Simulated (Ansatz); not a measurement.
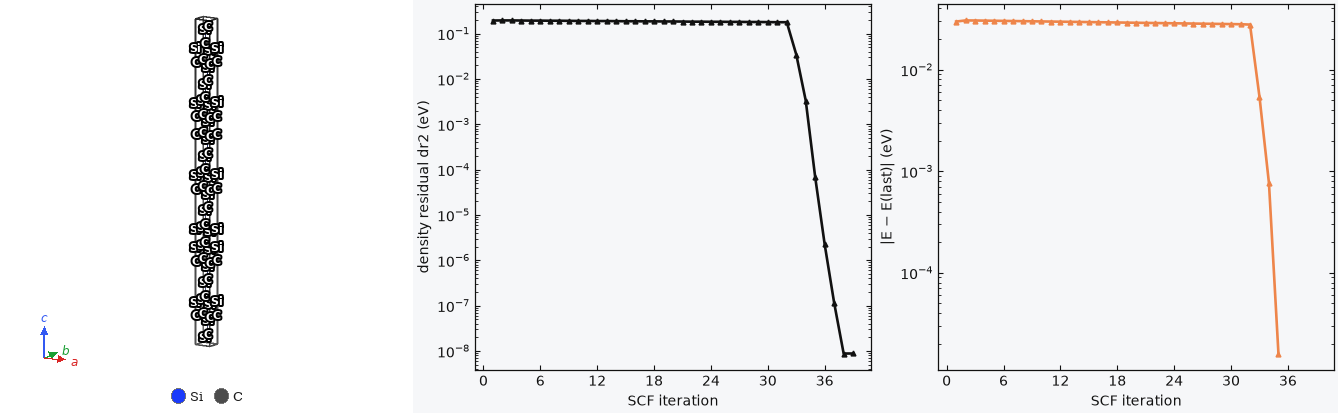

Beside the plot: the structure in its conventional cell.

The plot shows the SCF iterations of a calculation: density residual dr2, distance of the Harris–Foulkes energy from its last value. Energy differences below 3 × 10⁻⁶ eV aren't drawn. The starting density is a sum of atomic densities corrected by a trained network.

SiC (12 atoms in the cell), run with Ansatz.

```
crystal:
  lattice:
    - [2.189864095, -2.189864095, 0.0]
    - [2.189864095, 0.0, -2.189864095]
    - [10.2192197856, 8.029574677, 8.029574677]
  atoms:
    - { symbol: Si, position: [0.86807986, -0.13192014, 0.3958] }
    - { symbol: Si, position: [0.2569631933, 0.2569631933, 0.2291333333] }
    - { symbol: Si, position: [0.4791965267, 0.4791965267, 0.5624666667] }
    - { symbol: Si, position: [0.70142986, 0.70142986, 0.8958] }
    - { symbol: Si, position: [0.0903131933, 0.0903131933, 0.7291333333] }
    - { symbol: Si, position: [0.6458465267, 0.6458465267, 0.0624666667] }
    - { symbol: C, position: [0.5208590267, 0.5208590267, 0.4374666667] }
    - { symbol: C, position: [-0.09025764, -0.09025764, 0.2708] }
    - { symbol: C, position: [0.1319756933, 0.1319756933, 0.6041333333] }
    - { symbol: C, position: [0.3542090267, 0.3542090267, 0.9374666667] }
    - { symbol: C, position: [-0.25690764, -0.25690764, 0.7708] }
    - { symbol: C, position: [0.2986256933, 0.2986256933, 0.1041333333] }
basis:
  ecutwfc: 420
kpoints:
  mp_grid: { grid: [10, 10, 2] }
hamiltonian:
  xc: pbe
scf:
  occupations: { method: gaussian, width: 0.05 }
  mixing: { algorithm: anderson, beta: 0.001, ndim: 1 }
  max_iter: 60
output:
  forces: true
  eigenvalues: true
  stress: true
```

Command:
```bash
ansatz run input.yaml --threads 2 --pin off --max-ram 5120MiB --backend cpu --events-out ev --progress --plain --runs-dir out
```

**Did the calculation converge?**

Converged, in 39 iterations. Up to iteration 32 density mixing fails to converge: the residual never comes down: it stays between about 0.18 and 0.2. After iteration 32 the program gave up density mixing and went on by direct minimisation of the free energy, which closed the SCF.

**Read the residual at the first and at the last step drawn.**

It starts near 0.2 and ends near 9 × 10⁻⁹ eV.

**Is anything amiss with this input?**

The input holds an odd setting (mixing far too weak), but it does no harm here: the energy lies within 1 meV per atom of a run with usual settings.
